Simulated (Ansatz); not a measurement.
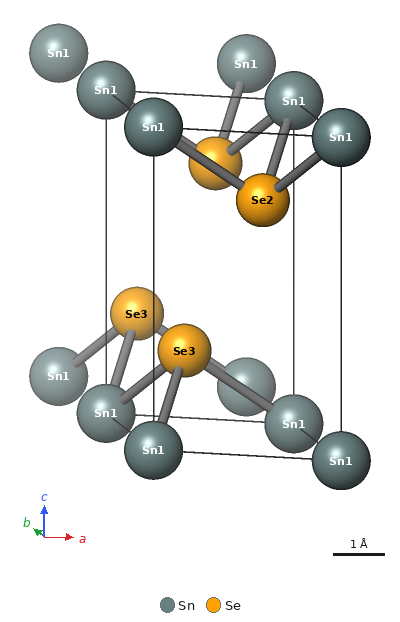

**Figure 1.** The starting structure (ball-and-stick view of the cell of the calculation, repeated 1 × 2 × 1, seen slightly off an axis; atoms are numbered from 1 in the order of the input). An atom can appear more than once, as a periodic image. Near neighbours in the periodic cell (some may lie outside the picture): Sn has 6 Se at 2.72 Å; Se has 3 Sn at 2.72 Å.

Geometry relaxation of SnSe$_{2}$ (part 1 of 2)

System: SnSe$_{2}$ (P-3m1, 3 atoms in the cell).
Method: DFT PBEsol, scalar-relativistic, plane waves, PAW, no spin polarisation (Ansatz 0.2.0).

The structure derives from a Materials Project entry. Figures and captions count atoms from 1; the log counts them from 0 in places.

## Input file
```yaml
crystal:
  lattice:
    - [3.8418991364, 0.0, 0.0]
    - [-1.9209495682, 3.3271822509, 0.0]
    - [0.0, 0.0, 6.4858801]
  atoms:
    - { symbol: Sn, position: [0.0, 0.0, 0.0] }
    - { symbol: Se, position: [0.66666667, 0.33333333, 0.75709886] }
    - { symbol: Se, position: [0.33333333, 0.66666667, 0.24290114] }
basis:
  ecutwfc: 420
kpoints:
  mp_grid: { grid: [12, 12, 4] }
hamiltonian:
  xc: pbesol
scf:
  occupations: { method: gaussian, width: 0.02 }
output:
  forces: true
  stress: true
  eigenvalues: true
  write_density: true
  write_potential: true
  elf: true
  volumetric_format: npy
relax:
  adjacent_minimum: "off"
  f_tol: 0.005
  max_steps: 80
  cell: { stress_tol: 0.05 }
```

Launched with:
```bash
ansatz run input.yaml --threads 1 --pin off --max-ram 2560MiB --backend cpu --events-out ev --progress --plain --runs-dir out
```

## Log
```
Engine: ansatz 0.2.0, aarch64-unknown-linux-gnu
Pseudopotentials: kind: paw
Pseudopotential: Sn, paw, valence charge 14, recommended cutoff 420 eV (normal), Sn.paw.azcp
Pseudopotential: Se, paw, valence charge 16, recommended cutoff 420 eV (normal), Se.paw.azcp
Functional definition: PBEsol
  exchange = pbesol_x
  correlation = pbesol_c
Crystal: 3 atoms, lattice volume = 82.907 Å³
Basis set: ecut = 420 eV, 1629 PW (Γ), exchange–correlation on 54×54×90 points (8 copies of the dense FFT grid, shifted against one another)
Bands: 28, of which v1, the nominal top of the filled ones, is band 23 counted from 1 (22 counted from 0)
Symmetry: 12 space group operations
Space group: P-3m1 (ITA 164), of the structure as read, at distance tolerance 4.4e-5 Å
k-points: 69 of 576
Non-local potential: Sn, projectors of the file, l = 0: 2, l = 1: 2, l = 2: 2, l = 3: 2
Non-local potential: Se, projectors of the file, l = 0: 2, l = 1: 2, l = 2: 3, l = 3: 1
PAW form: soft (Blöchl's): semilocal exchange-correlation on the pseudo side does not see the compensation charge
PAW frozen core: Sn, regenerated for the run's functional, and the local potential with it (the file was generated under x = pbe(κ = 0.804, μ = 0.2195149727645171), c = pbe(β = 0.06672455060314922))
PAW frozen core: Se, regenerated for the run's functional, and the local potential with it (the file was generated under x = pbe(κ = 0.804, μ = 0.2195149727645171), c = pbe(β = 0.06672455060314922))
PAW one-centre angular grid: Sn, 590 points (default); XC on 64 Gauss nodes
PAW one-centre angular grid: Se, 590 points (default); XC on 64 Gauss nodes
Initial density: superposition of atomic densities (neutral atoms: chi_scale 0, normalization atom), corrected by the library's trained network
Initial wavefunctions: pseudopotential atomic-orbital guess
Functional: x = pbesol(κ = 0.804, μ = 0.12345679012345678), c = pbesol(β = 0.046)
SCF iter   1: F=—  HF=-16799.209902 eV  |F-HF|=—  |Δ(HF+E_count)|=         —  Δρ=2.17e-3  dr2=3.96e-3  ethr=1.77e-3  ⟨swp⟩=6.8  Hψ=8705  notcnv=0
preconditioner: auto → Resta (q_TF=auto, 2.473 Å⁻¹)  ε∞=2.7  [insulator: Δε(μ)=0.683 eV  Ē_g=15.898 eV  σ=0.020 eV  W_gap=1.00  n_scr=22 (ndim 8)  ℏωp=20.8 eV  f_vac=0.123  D(μ)=0.00/eV (n_scr^D=0)  ε∞_Penn≈2.7]
SCF iter   2: F=—  HF=-16799.207077 eV  |F-HF|=—  |Δ(HF+E_count)|=   2.83e-3  Δρ=1.07e-3  dr2=8.94e-4  ethr=8.60e-6  ⟨swp⟩=3.0  Hψ=4348  notcnv=0  defer=69
SCF iter   3: F=—  HF=-16799.207070 eV  |F-HF|=—  |Δ(HF+E_count)|=   6.56e-6  Δρ=3.24e-4  dr2=7.07e-5  ethr=1.94e-6  ⟨swp⟩=2.0  Hψ=3036  notcnv=0  defer=69
SCF iter   4: F=—  HF=-16799.207089 eV  |F-HF|=—  |Δ(HF+E_count)|=   1.91e-5  Δρ=1.14e-4  dr2=1.21e-5  ethr=1.54e-7  ⟨swp⟩=2.0  Hψ=2740  notcnv=0  defer=69
SCF iter   5: F=—  HF=-16799.207099 eV  |F-HF|=—  |Δ(HF+E_count)|=   1.02e-5  Δρ=2.53e-5  dr2=9.48e-7  ethr=2.62e-8  ⟨swp⟩=2.0  Hψ=2361  notcnv=0  defer=69
SCF iter   6: F=—  HF=-16799.207100 eV  |F-HF|=—  |Δ(HF+E_count)|=   9.07e-7  Δρ=1.01e-5  dr2=1.35e-7  ethr=2.06e-9  ⟨swp⟩=2.0  Hψ=2400  notcnv=0  defer=69
SCF iter   7: F=-16799.207101 eV  HF=-16799.207101 eV  |F-HF|=2.55e-8  |Δ(HF+E_count)|=   2.37e-7  Δρ=2.92e-6  dr2=9.93e-9  ethr=2.17e-10  ⟨swp⟩=12.8  Hψ=12973  notcnv=0
SCF 1 converged in 7 iterations: F = -16799.207101 eV  dr2 = 9.93e-9
  greatest PAW one-centre occupation: 1.000 electrons in one spin orbital (limit 2), on the Se atom at site 2 (counted from 0), in its partial waves of l = 2
relax step   1: F+E_penalty+E_count = -16799.20710061 eV  Δ(F+E_penalty+E_count) = +0.000e0 eV  max|allowed force component| = 4.495e-2 eV/Å  Δτ_max = 0.0000 Å  P = -0.790 GPa  Ω = 82.907 Å³  (7 SCF iters, dr2 threshold 1.00e-7 eV, accepted)
Crystal: 3 atoms, lattice volume = 78.104 Å³
Basis set: ecut = 420 eV, 1533 PW (Γ), exchange–correlation on 54×54×90 points (8 copies of the dense FFT grid, shifted against one another)
Initial density: handed on by an earlier stage of this run
Initial wavefunctions: those handed on with the density
iter 1 solved again at ethr=1.12e-4 eV; its pass at ethr=3.10e-3 eV (dr2=5.14e-2 eV) is discarded
SCF iter   1: F=—  HF=-16799.211889 eV  |F-HF|=—  |Δ(HF+E_count)|=         —  Δρ=5.87e-3  dr2=5.12e-2  ethr=1.12e-4  ⟨swp⟩=1.6  Hψ=10203  notcnv=0
preconditioner: auto → Resta (q_TF=auto, 2.498 Å⁻¹)  ε∞=2.8  [insulator: Δε(μ)=0.372 eV  Ē_g=16.010 eV  σ=0.020 eV  W_gap=1.00  n_scr=22 (ndim 8)  ℏωp=21.4 eV  f_vac=0.063  D(μ)=0.00/eV (n_scr^D=0)  ε∞_Penn≈2.8]
SCF iter   2: F=—  HF=-16799.197875 eV  |F-HF|=—  |Δ(HF+E_count)|=   1.40e-2  Δρ=2.48e-3  dr2=4.77e-3  ethr=1.11e-4  ⟨swp⟩=2.6  Hψ=2613  notcnv=0
SCF iter   3: F=—  HF=-16799.196401 eV  |F-HF|=—  |Δ(HF+E_count)|=   1.47e-3  Δρ=8.78e-4  dr2=7.00e-4  ethr=1.04e-5  ⟨swp⟩=2.4  Hψ=2997  notcnv=0
SCF iter   4: F=—  HF=-16799.196311 eV  |F-HF|=—  |Δ(HF+E_count)|=   9.01e-5  Δρ=2.16e-4  dr2=4.53e-5  ethr=1.52e-6  ⟨swp⟩=2.3  Hψ=3678  notcnv=0
SCF iter   5: F=—  HF=-16799.196310 eV  |F-HF|=—  |Δ(HF+E_count)|=   5.03e-7  Δρ=8.15e-5  dr2=5.90e-6  ethr=9.86e-8  ⟨swp⟩=2.0  Hψ=3519  notcnv=0
SCF iter   6: F=—  HF=-16799.196312 eV  |F-HF|=—  |Δ(HF+E_count)|=   2.01e-6  Δρ=2.13e-5  dr2=5.29e-7  ethr=1.28e-8  ⟨swp⟩=2.0  Hψ=3519  notcnv=0
SCF iter   7: F=-16799.196313 eV  HF=-16799.196313 eV  |F-HF|=3.92e-8  |Δ(HF+E_count)|=   7.30e-7  Δρ=6.12e-6  dr2=3.13e-8  ethr=6.52e-10  ⟨swp⟩=10.0  Hψ=13163  notcnv=0
SCF 2 converged in 7 iterations: F = -16799.196313 eV  dr2 = 3.13e-8
relax step   2: F+E_penalty+E_count = -16799.19631304 eV  Δ(F+E_penalty+E_count) = +1.079e-2 eV  max|allowed force component| = 3.025e-1 eV/Å  Δτ_max = 0.0879 Å  P = -0.027 GPa  Ω = 78.104 Å³  energy of the carried Pulay correction = +1.083e-3 eV  (7 SCF iters, dr2 threshold 3.00e-7 eV, rejected (line search))
Crystal: 3 atoms, lattice volume = 80.552 Å³
Basis set: ecut = 420 eV, 1557 PW (Γ), exchange–correlation on 54×54×90 points (8 copies of the dense FFT grid, shifted against one another)
iter 1 solved again at ethr=4.79e-5 eV; its pass at ethr=3.10e-3 eV (dr2=2.20e-2 eV) is discarded
SCF iter   1: F=—  HF=-16799.222765 eV  |F-HF|=—  |Δ(HF+E_count)|=         —  Δρ=4.01e-3  dr2=2.19e-2  ethr=4.79e-5  ⟨swp⟩=1.9  Hψ=10313  notcnv=0
preconditioner: auto → Resta (q_TF=auto, 2.485 Å⁻¹)  ε∞=2.7  [insulator: Δε(μ)=0.639 eV  Ē_g=15.970 eV  σ=0.020 eV  W_gap=1.00  n_scr=22 (ndim 8)  ℏωp=21.1 eV  f_vac=0.102  D(μ)=0.00/eV (n_scr^D=0)  ε∞_Penn≈2.7]
SCF iter   2: F=—  HF=-16799.216608 eV  |F-HF|=—  |Δ(HF+E_count)|=   6.16e-3  Δρ=1.74e-3  dr2=2.63e-3  ethr=4.76e-5  ⟨swp⟩=2.1  Hψ=2578  notcnv=0
SCF iter   3: F=—  HF=-16799.215811 eV  |F-HF|=—  |Δ(HF+E_count)|=   7.97e-4  Δρ=5.43e-4  dr2=3.27e-4  ethr=5.71e-6  ⟨swp⟩=2.1  Hψ=2843  notcnv=0
SCF iter   4: F=—  HF=-16799.215776 eV  |F-HF|=—  |Δ(HF+E_count)|=   3.53e-5  Δρ=1.52e-4  dr2=2.33e-5  ethr=7.11e-7  ⟨swp⟩=2.3  Hψ=3640  notcnv=0
SCF iter   5: F=—  HF=-16799.215774 eV  |F-HF|=—  |Δ(HF+E_count)|=   1.98e-6  Δρ=5.60e-5  dr2=3.09e-6  ethr=5.07e-8  ⟨swp⟩=2.0  Hψ=3519  notcnv=0
SCF iter   6: F=—  HF=-16799.215774 eV  |F-HF|=—  |Δ(HF+E_count)|=   1.57e-7  Δρ=1.52e-5  dr2=2.56e-7  ethr=6.71e-9  ⟨swp⟩=2.0  Hψ=3519  notcnv=0
SCF iter   7: F=—  HF=-16799.215774 eV  |F-HF|=—  |Δ(HF+E_count)|=   3.90e-7  Δρ=4.19e-6  dr2=1.49e-8  ethr=5.57e-10  ⟨swp⟩=2.1  Hψ=2505  notcnv=0
SCF iter   8: F=—  HF=-16799.215774 eV  |F-HF|=—  |Δ(HF+E_count)|=   2.61e-8  Δρ=8.91e-7  dr2=9.70e-10  ethr=3.24e-11  ⟨swp⟩=2.0  Hψ=2829  notcnv=0
SCF iter   9: F=—  HF=-16799.215774 eV  |F-HF|=—  |Δ(HF+E_count)|=   2.56e-9  Δρ=2.20e-7  dr2=5.49e-11  ethr=2.11e-12  ⟨swp⟩=2.9  Hψ=3527  notcnv=0
SCF iter  10: F=-16799.215774 eV  HF=-16799.215774 eV  |F-HF|=3.64e-12  |Δ(HF+E_count)|=  1.56e-10  Δρ=4.30e-8  dr2=1.70e-12  ethr=1.00e-12  ⟨swp⟩=6.0  Hψ=8715  notcnv=0
SCF 3 converged in 10 iterations: F = -16799.215774 eV  dr2 = 1.70e-12
relax step   3: F+E_penalty+E_count = -16799.21577421 eV  Δ(F+E_penalty+E_count) = -8.674e-3 eV  max|allowed force component| = 6.471e-2 eV/Å  Δτ_max = 0.0265 Å  P = +0.074 GPa  Ω = 80.552 Å³  energy of the carried Pulay correction = +5.230e-4 eV  (10 SCF iters, accepted)
Crystal: 3 atoms, lattice volume = 79.195 Å³
iter 1 solved again at ethr=7.47e-6 eV; its pass at ethr=3.10e-3 eV (dr2=3.44e-3 eV) is discarded
SCF iter   1: F=—  HF=-16799.220111 eV  |F-HF|=—  |Δ(HF+E_count)|=         —  Δρ=1.94e-3  dr2=3.32e-3  ethr=7.47e-6  ⟨swp⟩=2.0  Hψ=11061  notcnv=0
preconditioner: auto → Resta (q_TF=auto, 2.492 Å⁻¹)  ε∞=2.8  [insulator: Δε(μ)=0.615 eV  Ē_g=16.004 eV  σ=0.020 eV  W_gap=1.00  n_scr=22 (ndim 8)  ℏωp=21.3 eV  f_vac=0.080  D(μ)=0.00/eV (n_scr^D=0)  ε∞_Penn≈2.8]
SCF iter   2: F=—  HF=-16799.219167 eV  |F-HF|=—  |Δ(HF+E_count)|=   9.45e-4  Δρ=8.50e-4  dr2=3.45e-4  ethr=7.22e-6  ⟨swp⟩=2.0  Hψ=2570  notcnv=0
SCF iter   3: F=—  HF=-16799.219094 eV  |F-HF|=—  |Δ(HF+E_count)|=   7.32e-5  Δρ=2.47e-4  dr2=3.26e-5  ethr=7.49e-7  ⟨swp⟩=2.1  Hψ=3520  notcnv=0
SCF iter   4: F=—  HF=-16799.219103 eV  |F-HF|=—  |Δ(HF+E_count)|=   9.75e-6  Δρ=6.03e-5  dr2=2.97e-6  ethr=7.09e-8  ⟨swp⟩=2.0  Hψ=3519  notcnv=0
SCF iter   5: F=—  HF=-16799.219104 eV  |F-HF|=—  |Δ(HF+E_count)|=   1.11e-6  Δρ=1.92e-5  dr2=3.63e-7  ethr=6.46e-9  ⟨swp⟩=2.0  Hψ=3519  notcnv=0
SCF iter   6: F=-16799.219105 eV  HF=-16799.219105 eV  |F-HF|=6.72e-8  |Δ(HF+E_count)|=   1.77e-7  Δρ=5.70e-6  dr2=4.72e-8  ethr=5.69e-10  ⟨swp⟩=9.8  Hψ=14789  notcnv=0
SCF 4 converged in 6 iterations: F = -16799.219105 eV  dr2 = 4.72e-8
  Residual-converged pass: ⟨swp⟩=1.0  Hψ=2209  notcnv=0  max |occ|·‖R‖ = 7.1e-9 eV (tolerance 1.0e-8 eV)  dr2=4.72e-8  dr2_onsite=6.46e-9  max |Δocc| = 2.1e-113
relax step   4: F+E_penalty+E_count = -16799.21910468 eV  Δ(F+E_penalty+E_count) = -3.330e-3 eV  max|allowed force component| = 8.367e-3 eV/Å  Δτ_max = 0.0321 Å  P = +0.040 GPa  Ω = 79.195 Å³  energy of the carried Pulay correction = +8.312e-4 eV  (6 SCF iters, dr2 threshold 2.62e-7 eV, accepted)
Crystal: 3 atoms, lattice volume = 77.737 Å³
Basis set: ecut = 420 eV, 1521 PW (Γ), exchange–correlation on 54×54×90 points (8 copies of the dense FFT grid, shifted against one another)
iter 1 solved again at ethr=6.28e-6 eV; its pass at ethr=3.10e-3 eV (dr2=2.89e-3 eV) is discarded
SCF iter   1: F=—  HF=-16799.222395 eV  |F-HF|=—  |Δ(HF+E_count)|=         —  Δρ=2.05e-3  dr2=2.86e-3  ethr=6.28e-6  ⟨swp⟩=2.0  Hψ=11700  notcnv=0
preconditioner: auto → Resta (q_TF=auto, 2.500 Å⁻¹)  ε∞=2.8  [insulator: Δε(μ)=0.621 eV  Ē_g=16.010 eV  σ=0.020 eV  W_gap=1.00  n_scr=22 (ndim 8)  ℏωp=21.5 eV  f_vac=0.058  D(μ)=0.00/eV (n_scr^D=0)  ε∞_Penn≈2.8]
SCF iter   2: F=—  HF=-16799.221610 eV  |F-HF|=—  |Δ(HF+E_count)|=   7.85e-4  Δρ=9.26e-4  dr2=3.20e-4  ethr=6.23e-6  ⟨swp⟩=2.0  Hψ=2589  notcnv=0
SCF iter   3: F=—  HF=-16799.221570 eV  |F-HF|=—  |Δ(HF+E_count)|=   4.07e-5  Δρ=2.58e-4  dr2=2.54e-5  ethr=6.95e-7  ⟨swp⟩=2.0  Hψ=3557  notcnv=0
SCF iter   4: F=—  HF=-16799.221584 eV  |F-HF|=—  |Δ(HF+E_count)|=   1.40e-5  Δρ=6.28e-5  dr2=2.62e-6  ethr=5.52e-8  ⟨swp⟩=2.0  Hψ=3519  notcnv=0
SCF iter   5: F=—  HF=-16799.221585 eV  |F-HF|=—  |Δ(HF+E_count)|=   1.65e-6  Δρ=2.09e-5  dr2=3.66e-7  ethr=6.52e-10  ⟨swp⟩=10.9  Hψ=18568  notcnv=0
SCF iter   6: F=-16799.221586 eV  HF=-16799.221586 eV  |F-HF|=7.34e-8  |Δ(HF+E_count)|=   3.09e-7  Δρ=5.49e-6  dr2=4.43e-8  ethr=6.52e-10  ⟨swp⟩=9.9  Hψ=15599  notcnv=0
SCF 5 converged in 6 iterations: F = -16799.221586 eV  dr2 = 4.43e-8
  Residual-converged pass: ⟨swp⟩=1.0  Hψ=2210  notcnv=0  max |occ|·‖R‖ = 7.1e-9 eV (tolerance 1.0e-8 eV)  dr2=4.43e-8  dr2_onsite=4.46e-9  max |Δocc| = 2.5e-117
relax step   5: F+E_penalty+E_count = -16799.22158573 eV  Δ(F+E_penalty+E_count) = -2.481e-3 eV  max|allowed force component| = 3.072e-2 eV/Å  Δτ_max = 0.0343 Å  P = +0.092 GPa  Ω = 77.737 Å³  energy of the carried Pulay correction = +1.168e-3 eV  (6 SCF iters, dr2 threshold 3.00e-7 eV, accepted)
Crystal: 3 atoms, lattice volume = 77.540 Å³
iter 1 solved again at ethr=2.10e-7 eV; its pass at ethr=3.10e-3 eV (dr2=9.66e-5 eV) is discarded
SCF iter   1: F=—  HF=-16799.222283 eV  |F-HF|=—  |Δ(HF+E_count)|=         —  Δρ=5.07e-4  dr2=8.92e-5  ethr=2.10e-7  ⟨swp⟩=3.0  Hψ=11668  notcnv=0
preconditioner: auto → Resta (q_TF=auto, 2.501 Å⁻¹)  ε∞=2.8  [insulator: Δε(μ)=0.600 eV  Ē_g=15.995 eV  σ=0.020 eV  W_gap=1.00  n_scr=22 (ndim 8)  ℏωp=21.5 eV  f_vac=0.055  D(μ)=0.00/eV (n_scr^D=0)  ε∞_Penn≈2.8]
SCF iter   2: F=—  HF=-16799.222266 eV  |F-HF|=—  |Δ(HF+E_count)|=   1.69e-5  Δρ=2.53e-4  dr2=2.22e-5  ethr=1.94e-7  ⟨swp⟩=2.5  Hψ=3176  notcnv=0
SCF iter   3: F=—  HF=-16799.222266 eV  |F-HF|=—  |Δ(HF+E_count)|=   1.85e-7  Δρ=3.92e-5  dr2=1.20e-6  ethr=4.82e-8  ⟨swp⟩=3.0  Hψ=3509  notcnv=0
SCF iter   4: F=-16799.222266 eV  HF=-16799.222266 eV  |F-HF|=3.41e-8  |Δ(HF+E_count)|=   1.96e-7  Δρ=1.33e-5  dr2=1.26e-7  ethr=3.79e-10  ⟨swp⟩=11.0  Hψ=19178  notcnv=0
SCF 6 converged in 4 iterations: F = -16799.222266 eV  dr2 = 1.26e-7
relax step   6: F+E_penalty+E_count = -16799.22226600 eV  Δ(F+E_penalty+E_count) = -6.803e-4 eV  max|allowed force component| = 2.104e-2 eV/Å  Δτ_max = 0.0078 Å  P = -0.000 GPa  Ω = 77.540 Å³  energy of the carried Pulay correction = +1.214e-3 eV  (4 SCF iters, dr2 threshold 1.74e-7 eV, accepted)
Crystal: 3 atoms, lattice volume = 77.675 Å³
iter 1 solved again at ethr=1.86e-7 eV; its pass at ethr=3.10e-3 eV (dr2=8.57e-5 eV) is discarded
SCF iter   1: F=—  HF=-16799.222351 eV  |F-HF|=—  |Δ(HF+E_count)|=         —  Δρ=2.52e-4  dr2=8.12e-5  ethr=1.86e-7  ⟨swp⟩=2.0  Hψ=9846  notcnv=0
preconditioner: auto → Resta (q_TF=auto, 2.500 Å⁻¹)  ε∞=2.8  [insulator: Δε(μ)=0.606 eV  Ē_g=15.994 eV  σ=0.020 eV  W_gap=1.00  n_scr=22 (ndim 8)  ℏωp=21.5 eV  f_vac=0.056  D(μ)=0.00/eV (n_scr^D=0)  ε∞_Penn≈2.8]
SCF iter   2: F=—  HF=-16799.222328 eV  |F-HF|=—  |Δ(HF+E_count)|=   2.38e-5  Δρ=1.10e-4  dr2=9.89e-6  ethr=1.77e-7  ⟨swp⟩=2.0  Hψ=2223  notcnv=0
SCF iter   3: F=—  HF=-16799.222322 eV  |F-HF|=—  |Δ(HF+E_count)|=   5.22e-6  Δρ=3.28e-5  dr2=1.09e-6  ethr=2.15e-8  ⟨swp⟩=2.5  Hψ=3070  notcnv=0
SCF iter   4: F=—  HF=-16799.222322 eV  |F-HF|=—  |Δ(HF+E_count)|=   1.02e-7  Δρ=9.45e-6  dr2=8.56e-8  ethr=2.38e-9  ⟨swp⟩=2.0  Hψ=3519  notcnv=0
SCF iter   5: F=-16799.222322 eV  HF=-16799.222322 eV  |F-HF|=8.37e-11  |Δ(HF+E_count)|=   1.26e-8  Δρ=3.60e-6  dr2=1.11e-8  ethr=7.07e-11  ⟨swp⟩=9.0  Hψ=14064  notcnv=0
SCF 7 converged in 5 iterations: F = -16799.222322 eV  dr2 = 1.11e-8
relax step   7: F+E_penalty+E_count = -16799.22232220 eV  Δ(F+E_penalty+E_count) = -5.620e-5 eV  max|allowed force component| = 2.224e-3 eV/Å  Δτ_max = 0.0038 Å  P = +0.007 GPa  Ω = 77.675 Å³  energy of the carried Pulay correction = +1.183e-3 eV  (5 SCF iters, dr2 threshold 3.25e-8 eV, accepted)
Initial wavefunctions: pseudopotential atomic-orbital guess (no wavefunctions were taken with the density)
iter 1 solved again at ethr=1.38e-7 eV; its pass at ethr=3.10e-3 eV (dr2=6.33e-5 eV) is discarded
```
